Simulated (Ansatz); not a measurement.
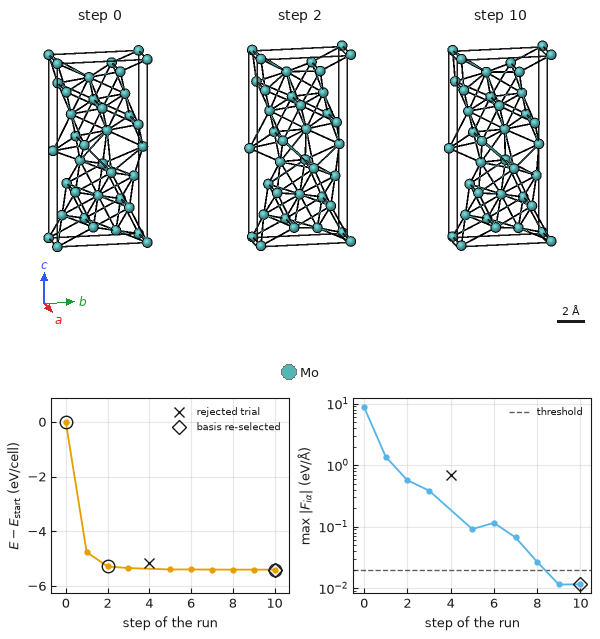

Frames of a relaxation of an interface cell of composition Mo, marked on the history of the run. The picture is a ball-and-stick view of the cell of the calculation, seen slightly off an axis.

Case: symmetric tilt boundary Sigma 5 (2 1 0), mirror on a plane, shift [0.5, 0].

All numbers below come from DFT PBE, scalar-relativistic, plane waves, PAW in Ansatz 0.2.0.

Input file:
```yaml
crystal:
  lattice:
    - [3.1604413621, 0.0, 0.0]
    - [0.0, 7.0669617246, 0.0]
    - [0.0, 0.0, 14.4339234492]
  atoms:
    - { symbol: Mo, position: [0.0, 0.0, 0.0] }
    - { symbol: Mo, position: [0.0, 0.4, 0.097921563] }
    - { symbol: Mo, position: [0.0, 0.8, 0.1958431261] }
    - { symbol: Mo, position: [0.0, 0.2, 0.2937646891] }
    - { symbol: Mo, position: [0.0, 0.6, 0.3916862522] }
    - { symbol: Mo, position: [0.5, 0.7, 0.0489607815] }
    - { symbol: Mo, position: [0.5, 0.1, 0.1468823446] }
    - { symbol: Mo, position: [0.5, 0.5, 0.2448039076] }
    - { symbol: Mo, position: [0.5, 0.9, 0.3427254706] }
    - { symbol: Mo, position: [0.5, 0.3, 0.4406470337] }
    - { symbol: Mo, position: [0.5, 0.4, 0.8916862522] }
    - { symbol: Mo, position: [0.5, 0.8, 0.7937646891] }
    - { symbol: Mo, position: [0.5, 0.2, 0.6958431261] }
    - { symbol: Mo, position: [0.5, 0.6, 0.597921563] }
    - { symbol: Mo, position: [0.0, 0.7, 0.9406470337] }
    - { symbol: Mo, position: [0.0, 0.1, 0.8427254706] }
    - { symbol: Mo, position: [0.0, 0.5, 0.7448039076] }
    - { symbol: Mo, position: [0.0, 0.9, 0.6468823446] }
    - { symbol: Mo, position: [0.0, 0.3, 0.5489607815] }
    - { symbol: Mo, position: [0.5, 1.0, 0.5] }
basis:
  ecutwfc: 420
kpoints:
  mp_grid: { grid: [10, 6, 3] }
hamiltonian:
  xc: pbe
scf:
  occupations: { method: gaussian, width: 0.1 }
output:
  forces: true
  stress: true
  eigenvalues: true
  populations: true
  write_density: true
  write_potential: true
  elf: true
  volumetric_format: npy
relax:
  adjacent_minimum: "off"
  f_tol: 0.02
  max_steps: 60
  cell: { fix: [a, b, alpha, beta, gamma], stress_tol: 0.1 }
```

Launched with:
```bash
ansatz run input.yaml --threads 4 --pin off --max-ram 11264MiB --backend cpu --events-out ev --progress --plain --runs-dir out
```

> What happens along the run?

The largest moves relative to the cell, 0.33 Å, are those of Mo1 and Mo20. Mo1 goes roughly along +b. The volume changes by +1.8 %, with a unchanged at 3.160 Å, b unchanged at 7.067 Å, c 14.434 → 14.691 Å (+1.8 %). Among the contacts that change: Mo10–Mo20 2.287 → 2.788 Å, Mo1–Mo11 3.596 → 3.159 Å, Mo10–Mo19 2.223 → 2.597 Å, Mo5–Mo19 3.106 → 3.416 Å. After 8 accepted moves (10 points after the start) the energy has fallen by 5.403 eV per cell of the calculation. Largest force component: 8.8 eV/Å at the start, 0.011 eV/Å at the end. Pressure: 10.71 GPa at the start and −2.09 GPa at the end. The line search rejected the trial step at point 4 of the run. The SCF was repeated once at an unchanged geometry on a basis and grid sized afresh for the cell, which shifted the energy by 1.6 meV per cell of the calculation at most. The run took 22 min on 4 threads of Arm Neoverse V1 (shared host), peak memory 2.5 GiB. From step 0 to 2: Mo atoms move most (0.29 Å), volume +2.0 %, energy −5.286 eV per cell of the calculation. From step 2 to 10: Mo atoms move most (0.14 Å), volume −0.2 %, energy −0.117 eV per cell of the calculation.

| step | E − E(0), meV/atom | largest force component, eV/Å | pressure, GPa | volume, Å³/atom | note |
| --- | --- | --- | --- | --- | --- |
| 0 | 0.00 | 8.7857 | 10.71 | 16.119 |  |
| 1 | -238.02 | 1.3694 | 0.39 | 16.342 |  |
| 2 | -264.30 | 0.5685 | -2.47 | 16.442 |  |
| 3 | -267.22 | 0.3859 | -0.50 | 16.298 |  |
| 4 | -258.81 | 0.6943 | -3.24 | 16.476 | rejected |
| 5 | -269.72 | 0.0913 | -1.97 | 16.389 |  |
| 6 | -269.74 | 0.1153 | -2.11 | 16.417 |  |
| 7 | -269.97 | 0.0668 | -2.10 | 16.402 |  |
| 8 | -270.07 | 0.0267 | -2.10 | 16.407 |  |
| 9 | -270.09 | 0.0115 | -2.09 | 16.406 |  |
| 10 | -270.17 | 0.0115 | -2.09 | 16.406 | same geometry, new basis |
